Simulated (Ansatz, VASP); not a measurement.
# Hf2Cu: VASP beside Ansatz, part 2 of 2

One calculation is typed for both programs; each brings its own data sets and cutoff. How far apart do they land?  The structure shown is the end of the VASP relaxation below.

VASP 6.6.1 and Ansatz 0.2.0.

So far: The starting structure; VASP: relaxation, PBEsol with D3(BJ).

## Step 3: Ansatz: single point, PBEsol with D3(BJ)

Level of this step: Ansatz beside VASP: Kohn-Sham DFT, plane waves, PBEsol with D3(BJ) (Ansatz).

Ansatz runs on its default PAW (the set named soft_2) files.

The same cell, functional, mesh and smearing now go to Ansatz, which takes its cutoff from its data sets.

The input, input.yaml:

```yaml
crystal:
  lattice:
    - [3.1695, 0.0, 0.0]
    - [0.0, 3.1695, 0.0]
    - [0.0, 0.0, 24.351972]
  atoms:
    - { symbol: Hf, position: [0.5, 0.5, 0.30798327] }
    - { symbol: Hf, position: [0.0, 0.0, 0.39027616] }
    - { symbol: Hf, position: [0.0, 0.0, 0.52907229] }
    - { symbol: Hf, position: [0.5, 0.5, 0.61217633] }
    - { symbol: Cu, position: [0.5, 0.5, 0.46342539] }
    - { symbol: Cu, position: [0.0, 0.0, 0.67413372] }
hamiltonian:
  xc: pbesol
  pseudopotentials: { kind: paw }
  dispersion: d3bj
kpoints:
  mp_grid: { grid: [8, 8, 1] }
scf:
  occupations: { method: gaussian, width: 0.1 }
  n_extra_bands: 5
efield:
  axis: 3
  dipole_correction: true
  ramp_width: 0.04
output:
  forces: true
  eigenvalues: true
  write_density: true
  write_potential: true
  elf: true
  volumetric_format: npy
```

Run with:

```
> ansatz run input.yaml --threads 4 --pin off --max-ram 9216MiB --backend cpu --events-out ev --progress --plain --runs-dir out
```

Numbers of over 12 decimals in the logs are rounded to 6 here.

What it wrote:

```text
scf.n_extra_bands = 5 over 71 filled bands (N_el = 142.0): the run solves 76 bands
Engine: ansatz 0.2.0, aarch64-unknown-linux-gnu
Pseudopotentials: kind: paw
Pseudopotential: Hf, paw, valence charge 26, recommended cutoff 420 eV (normal), Hf.paw.azcp
Pseudopotential: Cu, paw, valence charge 19, recommended cutoff 420 eV (normal), Cu.paw.azcp
Functional definition: PBEsol
  exchange = pbesol_x
  correlation = pbesol_c
Crystal: 6 atoms, lattice volume = 244.633 Å³
Basis set: ecut = 420 eV, 4801 PW (Γ), exchange–correlation on 48×48×360 points (8 copies of the dense FFT grid, shifted against one another)
Bands: 76, of which v1, the nominal top of the filled ones, is band 71 counted from 1 (70 counted from 0)
Symmetry: 8 space group operations
Space group: P4mm (ITA 99), of the structure as read, at distance tolerance 6.3e-5 Å
k-points: 15 of 64
Non-local potential: Hf, projectors of the file, l = 0: 3, l = 1: 2, l = 2: 2, l = 3: 3
Non-local potential: Cu, projectors of the file, l = 0: 3, l = 1: 2, l = 2: 3, l = 3: 1
PAW form: soft (Blöchl's): semilocal exchange-correlation on the pseudo side does not see the compensation charge
PAW frozen core: Hf, regenerated for the run's functional, and the local potential with it (the file was generated under x = pbe(κ = 0.804, μ = 0.219515), c = pbe(β = 0.066725))
PAW frozen core: Cu, regenerated for the run's functional, and the local potential with it (the file was generated under x = pbe(κ = 0.804, μ = 0.219515), c = pbe(β = 0.066725))
PAW one-centre angular grid: Hf, 590 points (default); XC on 64 Gauss nodes
PAW one-centre angular grid: Cu, 590 points (default); XC on 64 Gauss nodes
Initial density: superposition of atomic densities (neutral atoms: chi_scale 0, normalization atom), corrected by the library's trained network
Initial wavefunctions: pseudopotential atomic-orbital guess
Functional: x = pbesol(κ = 0.804, μ = 0.123457), c = pbesol(β = 0.046)
SCF iter   1: F=—  HF=-75570.552878 eV  |F-HF|=—  |Δ(HF+E_count)|=         —  Δρ=1.27e-2  dr2=1.53e0  ethr=1.77e-3  p=-0.040 e·Å  D=-2.98e-2 V/Å  ΔV_dip=0.73 eV  dr2_dipole=8.50e-1  V_vac-E_F(+/−)=4.88/4.16 eV  ⟨swp⟩=6.1  Hψ=3831  notcnv=0
efield: sawtooth ramp at fractional position 0.9711 (placed from the atoms, in the widest stretch of the axis that holds none; the zero of the levels goes with the place), width 0.0400; the density the first Hamiltonian is built on has a dipole p = -0.040 e·Å; the dipole correction subtracts the counter field D = -2.98e-2 V/Å, which shifts the + side's vacuum level by +0.73 eV against the − side's; the planar-averaged density in the ramp window peaks in size at 1.2e-4 e/Å³
preconditioner: auto → LDOS  [metal: Δε(μ)=0.052 eV  Ē_g=13.660 eV  σ=0.100 eV  W_gap=0.28  n_scr=62 (ndim 8)  ℏωp=25.8 eV  f_vac=0.511  D(μ)=5.16/eV (n_scr^D=14)  β→1.0]
SCF iter   2: F=—  HF=-75570.771053 eV  |F-HF|=—  |Δ(HF+E_count)|=   2.18e-1  Δρ=3.18e-2  dr2=1.69e0  ethr=1.08e-3  p=-0.020 e·Å  D=-1.49e-2 V/Å  ΔV_dip=0.36 eV  dr2_dipole=2.04e-2  V_vac-E_F(+/−)=4.51/4.15 eV  ⟨swp⟩=2.3  Hψ=2534  notcnv=0  defer=5
SCF iter   3: F=—  HF=-75570.567530 eV  |F-HF|=—  |Δ(HF+E_count)|=   2.04e-1  Δρ=1.85e-2  dr2=5.66e-1  ethr=1.08e-3  p=-0.018 e·Å  D=-1.34e-2 V/Å  ΔV_dip=0.33 eV  dr2_dipole=5.05e-3  V_vac-E_F(+/−)=4.47/4.14 eV  ⟨swp⟩=2.0  Hψ=1703  notcnv=0  defer=5
SCF iter   4: F=—  HF=-75570.477757 eV  |F-HF|=—  |Δ(HF+E_count)|=   8.98e-2  Δρ=2.87e-3  dr2=2.86e-2  ethr=3.98e-4  p=-0.023 e·Å  D=-1.70e-2 V/Å  ΔV_dip=0.41 eV  dr2_dipole=4.40e-3  V_vac-E_F(+/−)=4.50/4.09 eV  ⟨swp⟩=2.0  Hψ=1610  notcnv=0  defer=5
SCF iter   5: F=—  HF=-75570.477032 eV  |F-HF|=—  |Δ(HF+E_count)|=   7.24e-4  Δρ=1.97e-3  dr2=7.39e-3  ethr=2.02e-5  p=-0.024 e·Å  D=-1.74e-2 V/Å  ΔV_dip=0.42 eV  dr2_dipole=2.59e-7  V_vac-E_F(+/−)=4.48/4.06 eV  ⟨swp⟩=2.1  Hψ=2289  notcnv=0  defer=5
SCF iter   6: F=—  HF=-75570.476115 eV  |F-HF|=—  |Δ(HF+E_count)|=   9.17e-4  Δρ=3.96e-4  dr2=7.61e-4  ethr=5.20e-6  p=-0.023 e·Å  D=-1.73e-2 V/Å  ΔV_dip=0.42 eV  dr2_dipole=1.80e-5  V_vac-E_F(+/−)=4.47/4.04 eV  ⟨swp⟩=2.4  Hψ=1418  notcnv=0  defer=5
SCF iter   7: F=—  HF=-75570.476310 eV  |F-HF|=—  |Δ(HF+E_count)|=   1.95e-4  Δρ=2.87e-4  dr2=2.28e-4  ethr=5.36e-7  p=-0.027 e·Å  D=-1.99e-2 V/Å  ΔV_dip=0.48 eV  dr2_dipole=8.62e-5  V_vac-E_F(+/−)=4.47/3.99 eV  ⟨swp⟩=3.0  Hψ=1521  notcnv=0  defer=5
SCF iter   8: F=—  HF=-75570.476323 eV  |F-HF|=—  |Δ(HF+E_count)|=   1.30e-5  Δρ=6.91e-5  dr2=3.43e-5  ethr=1.60e-7  p=-0.028 e·Å  D=-2.10e-2 V/Å  ΔV_dip=0.51 eV  dr2_dipole=9.32e-6  V_vac-E_F(+/−)=4.47/3.96 eV  ⟨swp⟩=2.9  Hψ=2132  notcnv=0  defer=5
SCF iter   9: F=—  HF=-75570.476535 eV  |F-HF|=—  |Δ(HF+E_count)|=   2.12e-4  Δρ=5.58e-5  dr2=1.03e-5  ethr=2.42e-8  p=-0.030 e·Å  D=-2.19e-2 V/Å  ΔV_dip=0.53 eV  dr2_dipole=1.57e-6  V_vac-E_F(+/−)=4.47/3.94 eV  ⟨swp⟩=2.3  Hψ=1744  notcnv=0  defer=5
SCF iter  10: F=—  HF=-75570.476539 eV  |F-HF|=—  |Δ(HF+E_count)|=   4.11e-6  Δρ=2.95e-5  dr2=2.66e-6  ethr=7.24e-9  p=-0.030 e·Å  D=-2.23e-2 V/Å  ΔV_dip=0.54 eV  dr2_dipole=2.11e-7  V_vac-E_F(+/−)=4.47/3.93 eV  ⟨swp⟩=2.4  Hψ=1874  notcnv=0  defer=5
SCF iter  11: F=—  HF=-75570.476540 eV  |F-HF|=—  |Δ(HF+E_count)|=   6.45e-7  Δρ=1.29e-5  dr2=6.54e-7  ethr=1.87e-9  p=-0.030 e·Å  D=-2.23e-2 V/Å  ΔV_dip=0.54 eV  dr2_dipole=1.02e-7  V_vac-E_F(+/−)=4.47/3.93 eV  ⟨swp⟩=2.1  Hψ=1713  notcnv=0  defer=5
SCF iter  12: F=—  HF=-75570.476540 eV  |F-HF|=—  |Δ(HF+E_count)|=   3.54e-7  Δρ=7.54e-6  dr2=3.61e-7  ethr=4.60e-10  p=-0.030 e·Å  D=-2.24e-2 V/Å  ΔV_dip=0.54 eV  dr2_dipole=1.09e-7  V_vac-E_F(+/−)=4.47/3.93 eV  ⟨swp⟩=2.3  Hψ=1895  notcnv=0  defer=5
SCF iter  13: F=-75570.476540 eV  HF=-75570.476540 eV  |F-HF|=3.44e-8  |Δ(HF+E_count)|=   4.32e-8  Δρ=2.96e-6  dr2=4.20e-8  ethr=7.04e-11  p=-0.030 e·Å  D=-2.24e-2 V/Å  ΔV_dip=0.54 eV  dr2_dipole=7.04e-9  V_vac-E_F(+/−)=4.47/3.93 eV  ⟨swp⟩=13.5  Hψ=11732  notcnv=0
SCF 1 converged in 13 iterations: F = -75570.476540 eV  dr2 = 4.20e-8
  greatest PAW one-centre occupation: 1.000 electrons in one spin orbital (limit 2), on the Cu atom at site 5 (counted from 0), in its partial waves of l = 0
WARN: The output density's exchange-correlation potential varies sharply where the density is thin. Do not read a vacuum level from v_tot or v_xc, or from such a field of the output density. On a cell that repeats whose density bears no net charge and no dipole along the vacuum's axis use v_es (v_loc + v_h of the components); under efield.dipole_correction with no amplitude use v_es + v_field, which holds any externa [...]
SCF converged after 13 iterations
Free energy (F): -75570.476540 eV
Harris-Foulkes:  -75570.476540 eV  (|F-HF|=3.44e-8)
Internal energy: -75570.454088 eV  (E = F + TS)
E sigma→0 (E₀):  -75570.465314 eV
Entropy (-TS):   -0.022453 eV (-3.742 meV/atom)
Fermi energy:    6.609413 eV
Dipole field:    D = -0.022257 V/Å  (p = -0.030089 e·Å, saw-weighted, corrected)
Work function:   Φ+ = 4.4712 eV   Φ− = 3.9292 eV
Levels:          The Fermi level and band energies are counted from a zero that moves with the ramp; work functions are not
--- Per-component energies (eV) ---
  E_band       = -2341.696045
  E_kinetic    = 2299.815817
  E_local      = -264174.525367  (includes V_loc(G=0)·N_el)
  E_nonlocal   = -4174.829503
  E_hartree    = 130110.939505
  E_xc         = -1368.034399
  E_vxc        = -1293.174263  (∫ρ·V_xc dr)
  E_paw        = -30480.370826  (= ΣΔE_a)
  E_vpaw       = 4779.228934  (= ΣTr[D̂ρ^β])
  E_aug_tail   = 0.000497  (compensation charges beyond the density's cutoff)
  E_efield     = 0.000335  (sawtooth field / dipole correction)
  E_vefield    = -0.156222  (∫n·V_field dr)
  E_ewald      = 92213.449403
  E_disp       = -2.316321  (pairwise vdW)
  E_core_change = 5.416771  (= ΣΔE_core)
  E_smearing   = -0.022453  (= −TS)
  E_closure    = -0.000000  (closes the sum)
  Σ components = -75570.476540   (vs F -75570.476540, Δ=0.00e0)
--- Forces (eV/Å), atoms counted from 1 ---
  atom   1  Hf     0.00000000     0.00000000     0.39595582
  atom   2  Hf    -0.00000000     0.00000000    -0.06593612
  atom   3  Hf     0.00000000    -0.00000000     0.01407510
  atom   4  Hf     0.00000000     0.00000000     0.02320946
  atom   5  Cu    -0.00000000    -0.00000000    -0.32931995
  atom   6  Cu    -0.00000000    -0.00000000    -0.03803685
  max |Σ_I F_I| component: 5.25e-5 eV/Å
--- Band table (eV; the first three rows and the last of 15) ---
  k-point 0: bands = [... 67 lower, 5.1042, 5.1840, 5.7448, 6.7271, 7.2321, 7.4076, 8.1919, 8.1919, ... 1 higher]
  k-point 1: bands = [... 67 lower, 5.2502, 5.3000, 5.7752, 6.6832, 7.3867, 7.4629, 8.0290, 8.3210, ... 1 higher]
  k-point 2: bands = [... 67 lower, 5.5721, 5.6510, 5.9400, 6.5186, 7.2481, 7.5115, 7.8671, 8.2033, ... 1 higher]
  k-point 14: bands = [... 67 lower, 4.5576, 5.5184, 5.5184, 6.4675, 6.4675, 8.0146, 8.0146, 8.6812, ... 1 higher]
```

The job ended after 12 s (4 threads of Arm Neoverse V2, shared host; peak memory 0.83 GiB; 48 s of CPU time).

## Step 4: Side by side

Known differences besides the PAW data sets themselves: the data sets hold 142 valence electrons in Ansatz (default PAW (the set named soft_2) files) and 74 in VASP; the cutoff is 420 eV in Ansatz and 370 eV in VASP (PREC = Normal); Ansatz makes its cores anew for this functional, VASP keeps those of its PBE data sets; VASP leaves aspherical gradient terms in its spheres out (LASPH is not set), Ansatz keeps them. Total energies have different zeros and are not compared.

Forces (eV/Å; atoms numbered as in POSCAR):

```tsv
atom	Ansatz x, y, z	VASP x, y, z
Hf1	0.000, 0.000, 0.396	0.000, 0.000, 0.440
Hf2	0.000, 0.000, -0.066	0.000, 0.000, -0.099
Hf3	0.000, 0.000, 0.014	0.000, 0.000, 0.021
Hf4	0.000, 0.000, 0.023	0.000, 0.000, 0.008
Cu5	0.000, 0.000, -0.329	0.000, 0.000, -0.356
Cu6	0.000, 0.000, -0.038	0.000, 0.000, -0.015
```

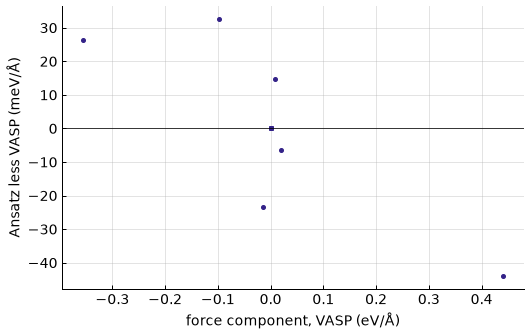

Difference of the force components against their size.

The forces differ by 16 meV/Å r.m.s., which is 11.7 % of the r.m.s. force of 0.14 eV/Å (both taken over all components, held atoms included).

## Step 5: Further runs

The difference is large enough to ask for its cause, so further runs change the set-up of one program at a time, as the table lists.

```tsv
run	r.m.s. force difference (meV/Å)
as above	16
cores kept as stored, as VASP does, whose cores stay as stored	15
Ansatz's larger PAW set (cutoff 1050 eV)	17
norm-conserving potentials (cutoff 1252 eV)	20
```

## Step 6: Outcome

| Quantity | Value |
| --- | --- |
| r.m.s. force difference (single point, PBEsol with D3(BJ)) | 16 meV/Å |

The r.m.s. force difference is 16 meV/Å (single point, PBEsol with D3(BJ)), beyond the 12 meV/Å picked in this series as the mark of a large difference. For single point, PBEsol with D3(BJ): no further run halves the r.m.s. force difference; only Ansatz's side was varied, and Ansatz's runs with other potentials lie closer to each other than to VASP, which for this quantity points to VASP's side; this was not tested here. Differences of this kind measure data sets and numerical settings, not the functional's error against experiment.

[Lines on the potential files, build, host, timing and source positions are cut from VASP's logs without a mark.]

[Logs are printed without paths, hosts, clocks, repeated set-up lines and the standing remarks that a program may print on its own settings, such as how far it seeks lower states.]

[Hosts, paths, dates, database ids (printed as entryN), source tags and the programs' standing remarks are cut or masked in the printed files.]
